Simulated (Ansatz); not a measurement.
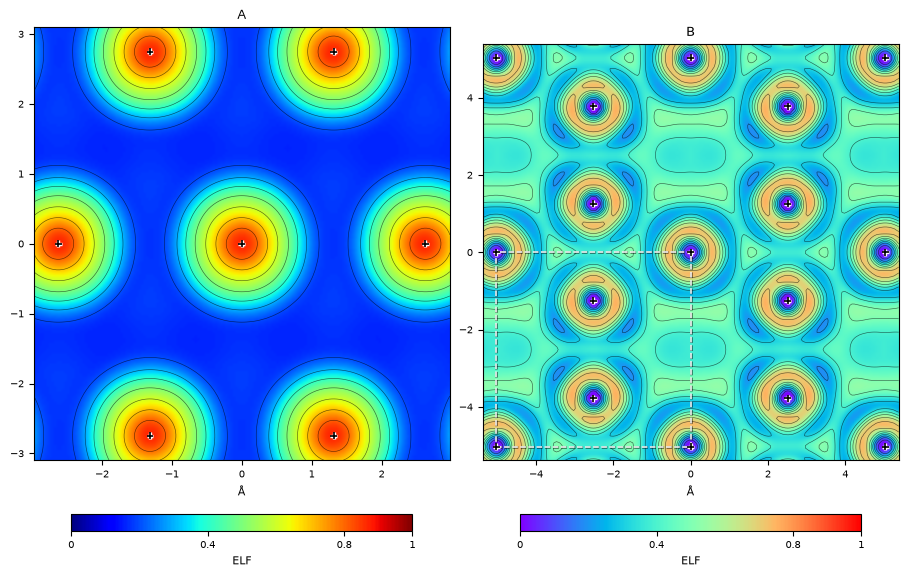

The electron localisation function of 2 systems, each on a plane through atoms (crosses mark nuclei in the plane).

Theory: DFT PBEsol, scalar-relativistic, plane waves, PAW (Ansatz).

System 1: Ag, the (101) plane of the conventional cell. Space group I4/mmm; computed pressure about 5 GPa in this cell; computed without spin polarisation.

```
Ag
1.0
     1.85745   -1.85745    0.00000
     1.85745    1.85745    0.00000
     0.00000    0.00000    4.82937
Ag
2
Direct
  0.00000 0.00000 0.00000
  0.50000 0.50000 0.50000
```

System 2: W, the (001) plane of the conventional cell. Space group Pm-3n.

```
W
1.0
     5.03204    0.00000    0.00000
     0.00000    5.03204    0.00000
     0.00000    0.00000    5.03204
W
8
Direct
  0.00000 0.00000 0.00000
  0.50000 0.50000 0.50000
  0.00000 0.50000 0.25000
  0.00000 0.50000 0.75000
  0.25000 0.00000 0.50000
  0.75000 0.00000 0.50000
  0.50000 0.75000 0.00000
  0.50000 0.25000 0.00000
```

**Which map belongs to which system?**

Panel A is system 1, Ag: the plane holds Ag. Ag–Ag (2.63 Å): the ELF is about 0.15 at the midpoint: no localised pair shows between them. Panel B is system 2, W: the plane holds W. W–W (2.52 Å): the ELF is about 0.40 at the midpoint.
